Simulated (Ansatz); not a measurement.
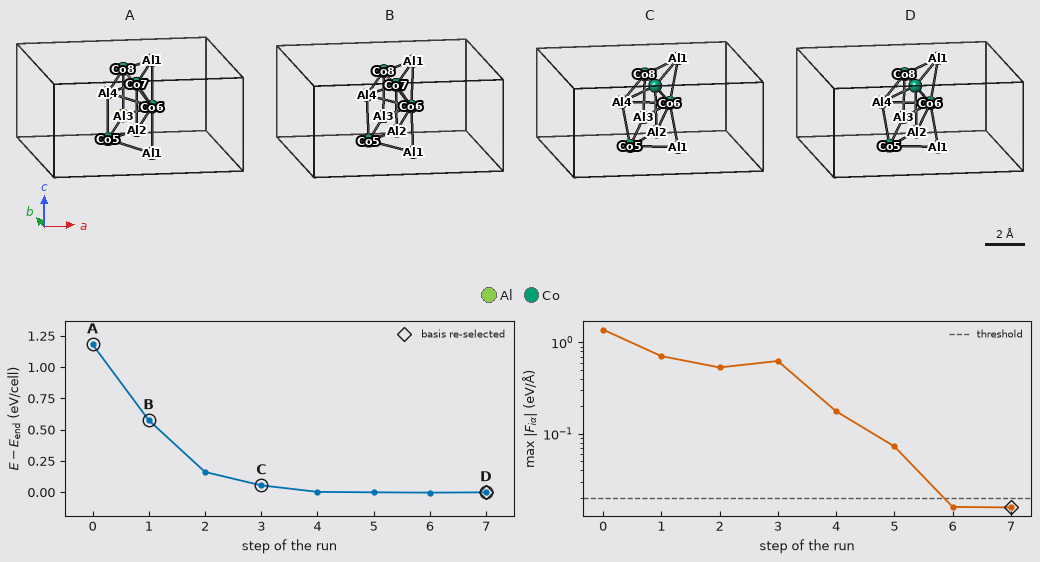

Frames of a relaxation of a wire of composition AlCo, marked on the history of the run. A ball-and-stick model of the cell of the calculation, with the vacuum cut short, seen slightly off an axis.

Case: wire along [1 1 1], 8 atoms a period.

Level of theory: DFT PBE, scalar-relativistic, plane waves, PAW (Ansatz).

Input
```yaml
crystal:
  lattice:
    - [11.3, 0.0, 0.0]
    - [0.0, 13.3, 0.0]
    - [0.0, 0.0, 4.9396398748]
  atoms:
    - { symbol: Al, position: [0.6030340074, 0.5, 0.0] }
    - { symbol: Al, position: [0.5, 0.3483759749, 0.3333333333] }
    - { symbol: Al, position: [0.5, 0.6516240251, 0.3333333333] }
    - { symbol: Al, position: [0.3969659926, 0.5, 0.6666666667] }
    - { symbol: Co, position: [0.3969659926, 0.5, 0.1666666667] }
    - { symbol: Co, position: [0.6030340074, 0.5, 0.5] }
    - { symbol: Co, position: [0.5, 0.3483759749, 0.8333333333] }
    - { symbol: Co, position: [0.5, 0.6516240251, 0.8333333333] }
basis:
  ecutwfc: 420
kpoints:
  mp_grid: { grid: [1, 1, 11] }
hamiltonian:
  xc: pbe
scf:
  occupations: { method: gaussian, width: 0.05 }
output:
  forces: true
  stress: true
  eigenvalues: true
  populations: true
  write_density: true
  write_potential: true
  elf: true
  volumetric_format: npy
relax:
  adjacent_minimum: "off"
  f_tol: 0.02
  max_steps: 45
  cell: { fix: [a, b, alpha, beta, gamma], stress_tol: 0.03 }
```

Run as
```bash
ansatz run input.yaml --threads 4 --pin off --max-ram 11264MiB --backend cpu --events-out ev --progress --plain --runs-dir out
```

Q: What happens along the run?

A: Over 6 accepted moves (7 points after the start) the energy falls by 1.182 eV per cell of the calculation. The largest force component goes from 1.4 to 0.016 eV/Å. At 1 point the geometry stayed and the basis and grid were re-selected for the new cell (energy shift of 2.3 meV per cell of the calculation at most each time). The largest moves relative to the layer's centre, 0.46 Å, are those of Al1 and Al4. By element the largest moves are Al 0.46 Å, Co 0.42 Å. Along the periodic axis the drawn cell goes c 4.940 → 4.707 Å (−4.7 %). Some distances before and after: Co5–Co7 2.852 → 2.299 Å, Al1–Co6 2.470 → 2.367 Å, Al1–Co5 2.470 → 2.566 Å, Al2–Co7 2.470 → 2.383 Å. Among the angles between lasting bonds that change: Co7–Al1–Co8 109.5° → 81.2°, Al1–Co8–Al4 70.5° → 98.8°, Co5–Al1–Co6 109.5° → 83.5°. From step 0 to 1: Co atoms move most (0.15 Å), energy −0.606 eV per cell of the calculation. From step 1 to 3: Al atoms move most (0.37 Å), energy −0.520 eV per cell of the calculation. From step 3 to 7: Co atoms move most (0.04 Å), energy −55.8 meV per cell of the calculation.

```json
{"step": "0", "E − E(0), meV/atom": "0.00", "largest force component, eV/Å": "1.3812", "note": ""}
{"step": "1", "E − E(0), meV/atom": "-75.72", "largest force component, eV/Å": "0.7094", "note": ""}
{"step": "2", "E − E(0), meV/atom": "-127.38", "largest force component, eV/Å": "0.5332", "note": ""}
{"step": "3", "E − E(0), meV/atom": "-140.74", "largest force component, eV/Å": "0.6270", "note": ""}
{"step": "4", "E − E(0), meV/atom": "-147.26", "largest force component, eV/Å": "0.1771", "note": ""}
{"step": "5", "E − E(0), meV/atom": "-147.72", "largest force component, eV/Å": "0.0731", "note": ""}
{"step": "6", "E − E(0), meV/atom": "-148.01", "largest force component, eV/Å": "0.0159", "note": ""}
{"step": "7", "E − E(0), meV/atom": "-147.72", "largest force component, eV/Å": "0.0157", "note": "same geometry, new basis"}
```

Limits of the set-up: the k-point mesh is coarse for a cell with partly filled bands.
